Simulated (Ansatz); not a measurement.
# Ta2N: a changed input and its effect

System: Ta2N (P-3m1, 3 atoms in the cell).
Method of run A: DFT PBE, scalar-relativistic, plane waves, PAW, spin-polarised (Ansatz 0.2.0).

The structure derives from a Materials Project entry. Text and figures count atoms from 1; the logs count them from 0 in places.

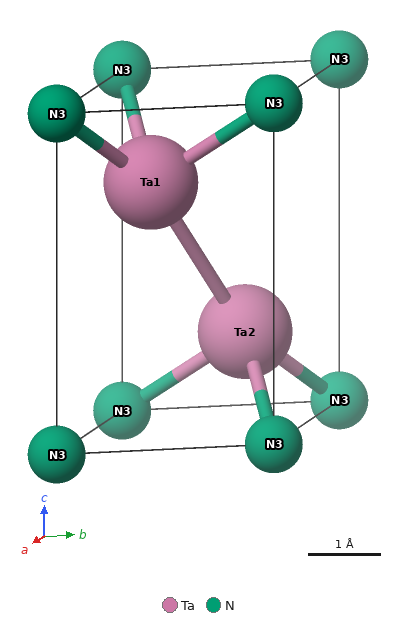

The structure (ball-and-stick view of the cell of the calculation, seen slightly off an axis; atoms are numbered from 1 in the order of the input).

**The input, run A**
```yaml
crystal:
  lattice:
    - [3.112861506, 0.0, 0.0]
    - [-1.556430753, 2.6958171426, 0.0]
    - [0.0, 0.0, 4.869841]
  atoms:
    - { symbol: Ta, position: [0.66666667, 0.33333333, 0.745289], spin: 1.0 }
    - { symbol: Ta, position: [0.33333333, 0.66666667, 0.254711], spin: 1.0 }
    - { symbol: "N", position: [0.0, 0.0, 0.0] }
basis:
  ecutwfc: 420
kpoints:
  mp_grid: { grid: [6, 6, 4] }
hamiltonian:
  xc: pbe
scf:
  occupations: { method: gaussian, width: 0.1 }
  lower_state_search: "off"
output:
  forces: true
  stress: true
  eigenvalues: true
  populations: true
magnetization:
  spin_polarized: true
```

Launched with:
```bash
ansatz run input.yaml --threads 1 --pin off --max-ram 2560MiB --backend cpu --events-out ev --progress --plain --runs-dir out
```

Hardware: 1 thread of Intel Xeon (Granite Rapids), 32 GiB of memory available, shared host.

**Output, shortened to warnings, some set-up lines, iterations and results (run A)**
```
WARN: the starting moments were not kept: the SCF closed with an absolute magnetisation of 1.7e-6 μB, where they sum to 2 μB in size (2 sites). That is at most 0.1 of that sum. Measured as dr2_m measures the in/out step, that magnetisation stands 2.9e-13 eV from none, at or under the dr2_threshold of 1.0e-7 eV: it is no larger than a step whose dr2_m would equal this threshold. The system may …
Basis set: ecut = 420 eV, 797 PW (Γ), exchange–correlation on 48×48×72 points (8 copies of the dense FFT grid, shifted against one another)
Symmetry: 12 space group operations
k-points: 24 of 144
Initial density: superposition of atomic densities (chi_scale 0.1, normalization cell, long waves kept (reshape's long-wave potential 0.06 eV rms))
[...]
SCF iter   1: F=—  HF=-20251.457483 eV  |F-HF|=—  |Δ(HF+E_count)|=         —  Δρ=5.15e-2 (↑5.15e-2 ↓4.58e-2)  dr2=3.40e0  dr2_m=5.99e-1  M=0.294 μB ∫|m|=0.352 μB  β_m=0.30  …
SCF iter   2: F=—  HF=-20251.280701 eV  |F-HF|=—  |Δ(HF+E_count)|=   1.77e-1  Δρ=3.81e-2 (↑3.81e-2 ↓3.36e-2)  dr2=2.08e0  dr2_m=3.17e-1  M=0.213 μB ∫|m|=0.267 μB  β_m=0.30  …
SCF iter   3: F=—  HF=-20250.872346 eV  |F-HF|=—  |Δ(HF+E_count)|=   4.08e-1  Δρ=2.27e-2 (↑2.27e-2 ↓2.24e-2)  dr2=1.11e-1  dr2_m=1.68e-1  M=0.148 μB ∫|m|=0.191 μB  β_m=0.30  …
SCF iter   4: F=—  HF=-20250.869173 eV  |F-HF|=—  |Δ(HF+E_count)|=   3.17e-3  Δρ=1.63e-2 (↑1.52e-2 ↓1.63e-2)  dr2=8.84e-3  dr2_m=9.01e-2  M=0.101 μB ∫|m|=0.140 μB  β_m=0.30  …
SCF iter   5: F=—  HF=-20250.885397 eV  |F-HF|=—  |Δ(HF+E_count)|=   1.62e-2  Δρ=1.18e-2 (↑1.11e-2 ↓1.18e-2)  dr2=4.25e-3  dr2_m=4.76e-2  M=0.077 μB ∫|m|=0.110 μB  β_m=0.30  …
[... 5 lines ...]
SCF iter  11: F=—  HF=-20250.906682 eV  |F-HF|=—  |Δ(HF+E_count)|=   7.56e-6  Δρ=3.99e-5 (↑3.99e-5 ↓1.66e-5)  dr2=1.24e-6  dr2_m=6.40e-8  M=-0.000 μB ∫|m|=0.000 μB  β_m=0.79  …
SCF iter  12: F=-20250.906682 eV  HF=-20250.906682 eV  |F-HF|=5.83e-9  |Δ(HF+E_count)|=   2.33e-7  Δρ=9.40e-6 (↑6.10e-6 ↓9.40e-6)  dr2=1.48e-8  dr2_m=2.05e-8  M=-0.000 μB …
SCF iter  13: F=-20250.906682 eV  HF=-20250.906682 eV  |F-HF|=9.09e-11  |Δ(HF+E_count)|=   2.00e-8  Δρ=9.54e-7 (↑8.11e-7 ↓9.54e-7)  dr2=3.41e-10  dr2_m=2.56e-10  M=-0.000 μB …
SCF iter  14: F=-20250.906682 eV  HF=-20250.906682 eV  |F-HF|=1.46e-11  |Δ(HF+E_count)|=  3.31e-10  Δρ=1.18e-7 (↑1.18e-7 ↓1.11e-7)  dr2=3.24e-11  dr2_m=1.55e-12  M=-0.000 μB …
SCF 1 converged in 14 iterations: F = -20250.906682 eV  dr2 = 3.24e-11
SCF converged after 14 iterations
Magnetization: -0.0000 μB (15.5000 up, 15.5000 down)
Absolute magnetization: 0.0000 μB (∫|ρ↑−ρ↓|, with the PAW one-centre terms)
Spin contamination: 0.0000 ħ² per cell (⟨S²⟩ above its minimum at these occupations)
Per-site moments (μB) at R_I (Å): [(-2.354523162198763e-7, 0.9007781886800433), (-2.3545231637473144e-7, 0.9007781886800433), (-1.5715609602308394e-8, 0.9007781886800433)]
Free energy (F): -20250.906682 eV
Harris-Foulkes:  -20250.906682 eV  (|F-HF|=1.46e-11)
Internal energy: -20250.900482 eV  (E = F + TS)
E sigma→0 (E₀):  -20250.903582 eV
Entropy (-TS):   -0.006199 eV (-2.066 meV/atom)
Fermi energy:    19.678742 eV
--- Per-component energies (eV) ---
  E_band       = -180.403945
  E_kinetic    = 863.920909
  E_local      = -1249.469903  (includes V_loc(G=0)·N_el)
  E_nonlocal   = 73.437719
  E_hartree    = 431.419634
  E_xc         = -497.993905
  E_vxc        = -485.856272  (∫ρ·V_xc dr)
  E_paw        = -16920.520856  (= ΣΔE_a)
  E_vpaw       = -245.276136  (= ΣTr[D̂ρ^β])
  E_aug_tail   = 0.000404  (compensation charges beyond the density's cutoff)
  E_ewald      = -2951.694484
  E_smearing   = -0.006199  (= −TS)
  E_closure    = 0.000000  (closes the sum)
  Σ components = -20250.906682   (vs F -20250.906682, Δ=0.00e0)
--- Forces (eV/Å), atoms counted from 1 ---
  atom   1  Ta    -0.00000000    -0.00000000     0.27820998
  atom   2  Ta    -0.00000000     0.00000000    -0.27820998
  atom   3  N      0.00000000     0.00000000     0.00000000
  max |Σ_I F_I| component: 7.40e-17 eV/Å
--- Stress (GPa, compression-positive) ---
       -1.398189       0.000000       0.000000
        0.000000      -1.398189      -0.000000
        0.000000      -0.000000      -0.787075
  P = ⅓ Tr σ = -1.1945 GPa (-11.945 kbar)
--- Löwdin populations: 3 sites ---
  site symbol       q [e]    m [muB]
     0     Ta     12.5602    -0.0000
     1     Ta     12.5602    -0.0000
     2      N      5.6694     0.0000
  spilling = 0.006781 (of n_electrons = 31.000000)
```

For run B the input was changed thus:
```diff
-    - { symbol: Ta, position: [0.66666667, 0.33333333, 0.745289], spin: 1.0 }
-    - { symbol: Ta, position: [0.33333333, 0.66666667, 0.254711], spin: 1.0 }
+    - { symbol: Ta, position: [0.66666667, 0.33333333, 0.745289] }
+    - { symbol: Ta, position: [0.33333333, 0.66666667, 0.254711] }
-  populations: true
-magnetization:
-  spin_polarized: true
```

What does this change do to the results?

The energy is the same within 0.01 meV per atom. The SCF takes 6 iterations against 14. The two runs start from different initial densities, which also moves the count.

**Output, shortened to warnings, some set-up lines, iterations and results (run B)**
```
Basis set: ecut = 420 eV, 797 PW (Γ), exchange–correlation on 48×48×72 points (8 copies of the dense FFT grid, shifted against one another)
Symmetry: 12 space group operations
k-points: 24 of 144
Initial density: superposition of atomic densities (neutral atoms: chi_scale 0, normalization atom), corrected by the library's trained network
[...]
SCF iter   1: F=—  HF=-20250.908527 eV  |F-HF|=—  |Δ(HF+E_count)|=         —  Δρ=5.16e-3  dr2=1.06e-2  ethr=1.77e-3  ⟨swp⟩=5.1  Hψ=2161  notcnv=0
SCF iter   2: F=—  HF=-20250.906573 eV  |F-HF|=—  |Δ(HF+E_count)|=   1.95e-3  Δρ=2.41e-3  dr2=1.54e-3  ethr=3.43e-5  ⟨swp⟩=2.0  Hψ=745  notcnv=0
SCF iter   3: F=—  HF=-20250.906704 eV  |F-HF|=—  |Δ(HF+E_count)|=   1.30e-4  Δρ=8.72e-4  dr2=3.98e-4  ethr=4.95e-6  ⟨swp⟩=2.0  Hψ=734  notcnv=0
SCF iter   4: F=—  HF=-20250.906671 eV  |F-HF|=—  |Δ(HF+E_count)|=   3.30e-5  Δρ=2.09e-4  dr2=1.21e-5  ethr=1.28e-6  ⟨swp⟩=2.0  Hψ=668  notcnv=0
SCF iter   5: F=—  HF=-20250.906682 eV  |F-HF|=—  |Δ(HF+E_count)|=   1.07e-5  Δρ=3.60e-5  dr2=2.16e-7  ethr=3.91e-8  ⟨swp⟩=2.5  Hψ=711  notcnv=0
SCF iter   6: F=-20250.906682 eV  HF=-20250.906682 eV  |F-HF|=3.78e-10  |Δ(HF+E_count)|=   1.35e-7  Δρ=5.42e-6  dr2=4.90e-9  ethr=3.23e-10  ⟨swp⟩=6.0  Hψ=2012  notcnv=0
SCF 1 converged in 6 iterations: F = -20250.906682 eV  dr2 = 4.90e-9
SCF converged after 6 iterations
Free energy (F): -20250.906682 eV
Harris-Foulkes:  -20250.906682 eV  (|F-HF|=3.78e-10)
Internal energy: -20250.900482 eV  (E = F + TS)
E sigma→0 (E₀):  -20250.903582 eV
Entropy (-TS):   -0.006200 eV (-2.067 meV/atom)
Fermi energy:    19.678752 eV
--- Per-component energies (eV) ---
  E_band       = -180.403528
  E_kinetic    = 863.920808
  E_local      = -1249.469756  (includes V_loc(G=0)·N_el)
  E_nonlocal   = 73.437773
  E_hartree    = 431.419496
  E_xc         = -497.993879
  E_vxc        = -485.856245  (∫ρ·V_xc dr)
  E_paw        = -16920.520844  (= ΣΔE_a)
  E_vpaw       = -245.276075  (= ΣTr[D̂ρ^β])
  E_aug_tail   = 0.000404  (compensation charges beyond the density's cutoff)
  E_ewald      = -2951.694484
  E_smearing   = -0.006200  (= −TS)
  E_closure    = -0.000000  (closes the sum)
  Σ components = -20250.906682   (vs F -20250.906682, Δ=0.00e0)
--- Forces (eV/Å), atoms counted from 1 ---
  atom   1  Ta     0.00000000    -0.00000000     0.27821224
  atom   2  Ta     0.00000000     0.00000000    -0.27821224
  atom   3  N      0.00000000     0.00000000     0.00000000
  max |Σ_I F_I| component: 0.00e0 eV/Å
--- Stress (GPa, compression-positive) ---
       -1.398325      -0.000000       0.000000
        0.000000      -1.398325      -0.000000
        0.000000      -0.000000      -0.786966
  P = ⅓ Tr σ = -1.1945 GPa (-11.945 kbar)
```

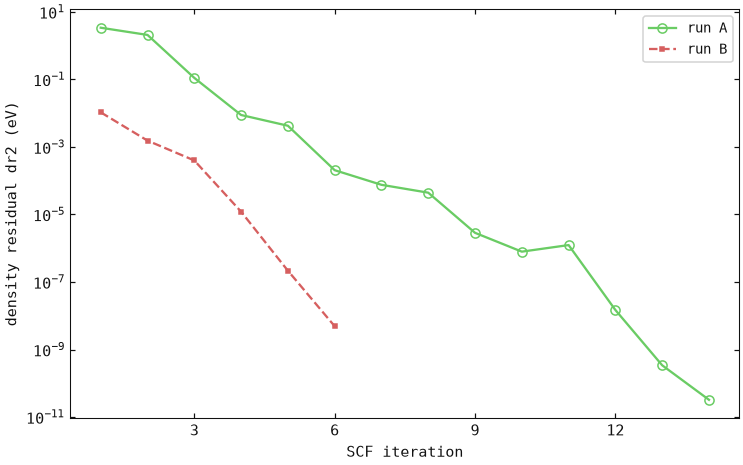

Convergence of the two runs: density residual dr2 against the SCF iteration. Run A takes 14 iterations in all, and run B takes 6.

**The two runs side by side**

```tsv
quantity	run A	run B
outcome	converged	converged
free energy per atom (eV)	−6750.3022	−6750.3022
energy per atom, smearing taken to zero (eV)	−6750.3012	−6750.3012
gap on the mesh (eV)	0.00	0.00
net moment of the cell (μB)	0.00	–
absolute moment of the cell (μB)	0.00	–
pressure (GPa)	−1.19	−1.19
largest force (eV/Å)	0.278	0.278
SCF iterations	14	6
irreducible k-points	24	24
plane waves at Γ	797	797
wall time (shared host)	2.4 s	0.71 s
```

For both runs: Spin–orbit coupling is left out, which matters for Ta. For run A: Warnings: some starting moments were not kept. For run B: The cell holds an odd number of electrons but the run has no spin polarisation, so it comes out as a metal.
